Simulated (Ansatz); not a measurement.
Li

```yaml
crystal:
  lattice:
    - [0.00000, 2.08861, -2.08861]
    - [4.17722, 0.00000, 0.00000]
    - [0.00000, -2.08861, -2.08861]
  atoms:
    - { symbol: Li, position: [0.50000, 0.50000, 0.37209] }
    - { symbol: Li, position: [0.00000, 0.00000, 0.62791] }
```

Space group Pmmn; not relaxed (largest force 0.4 eV/Å).

Level of theory: DFT PBE+D3(BJ), scalar-relativistic, plane waves, PAW in Ansatz 0.2.0.

The density is the valence pseudo-density of a PAW calculation; it isn't the true density close to the nuclei.

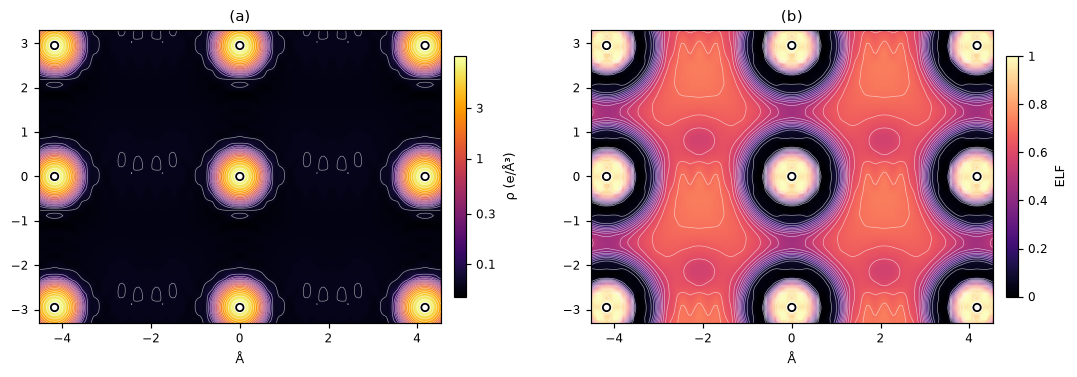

Figure 1. (a) valence electron density; (b) electron localisation function on the (100) plane of the conventional cell. Circles mark the nuclei in the plane (Li).

Describe what can be read from this map.

The section cuts through Li sites.
Li–Li (2.95 Å): ρ is about 0.05 e/Å³ halfway; the ELF is about 0.45 at the midpoint.
Between the atoms the lowest density in this plane is 0.05 e/Å³.
The features right at Li lie inside the PAW spheres, where the map follows smoothed inner orbitals and isn't to be read closely.

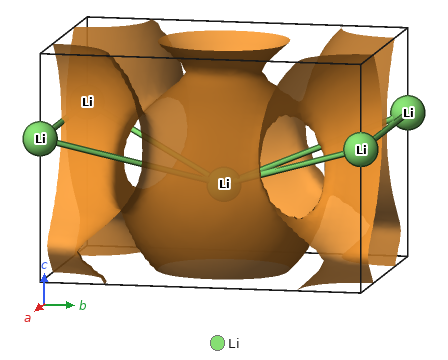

Figure 2. Isosurface of the ELF at 0.55 (orange), seen slightly off an axis. Core shells and regions of very low density are left out. Sticks mark near contacts.

What do the ELF domains correspond to?

At this value the surface marks out one network that runs through the whole crystal, counted in one cell of 2 atoms. Regions shared between cells count once. There are no localised bonds or lone pairs at this value.


Li–Li (2.67 Å): the ELF is about 0.40 at the midpoint.

Does the calculation make it a metal, or give it a gap?

It is gapless in this calculation (a metal or semimetal).
